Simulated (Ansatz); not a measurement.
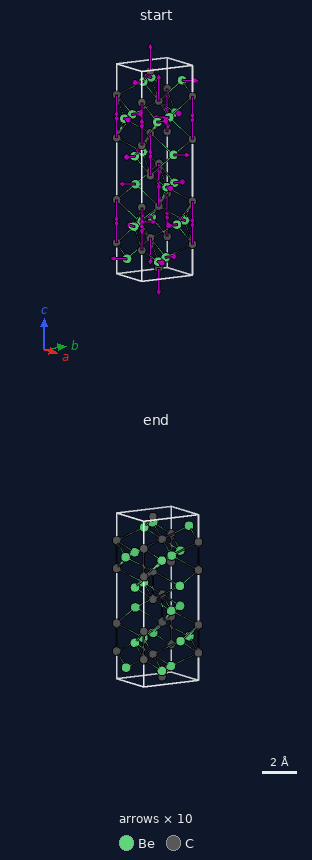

The structure of solid Be3C2 (built on the corundum_167 type) (coarse preliminary run) before (top) and after (bottom) a relaxation, at one scale. The purple arrows give the displacements (the part carried along by the change of the cell is left out), 10 times their true length.

A ball-and-stick model of the conventional cell (3 times the calculation's cell), seen slightly off an axis. Lengths and directions refer to the drawn axes.

Case: corundum type (R-3c, No. 167).

Computed with DFT PBE, scalar-relativistic, plane waves, PAW in Ansatz. Set-up: plane-wave cutoff 420 eV; k-point mesh 6 × 6 × 6; occupations gaussian; smearing width 0.1 eV; no spin polarisation; cell and atoms relaxed; force threshold 0.04 eV/Å; at most 70 steps.

**Summarise the run.**

After 11 accepted moves (13 points after the start) the energy has fallen by 3.659 eV per cell of the calculation. Largest force component: 0.48 eV/Å at the start, 0.0007 eV/Å at the end. Pressure: 0.95 GPa at the start and 0.02 GPa at the end. The SCF was repeated twice at an unchanged geometry on a basis and grid sized afresh for the cell, which shifted the energy by 23.8 meV per cell of the calculation at most. The largest moves relative to the cell, 0.17 Å, are those of C atoms. By element the largest moves are C 0.17 Å, Be 0.11 Å. The volume changes by −8.1 %, with a = b 4.609 → 4.973 Å (+7.9 %), c 12.582 → 9.933 Å (−21.1 %). Some distances before and after: C–C 2.571 → 1.686 Å, Be–C 1.909 → 1.838 Å, Be–C 1.796 → 1.857 Å. Among the angles between lasting bonds that change: Be–C–Be 79.6° → 100.6°, Be–C–Be 164.2° → 178.5°, Be–C–Be 90.8° → 79.0°. The space group stays R-3c (No. 167).
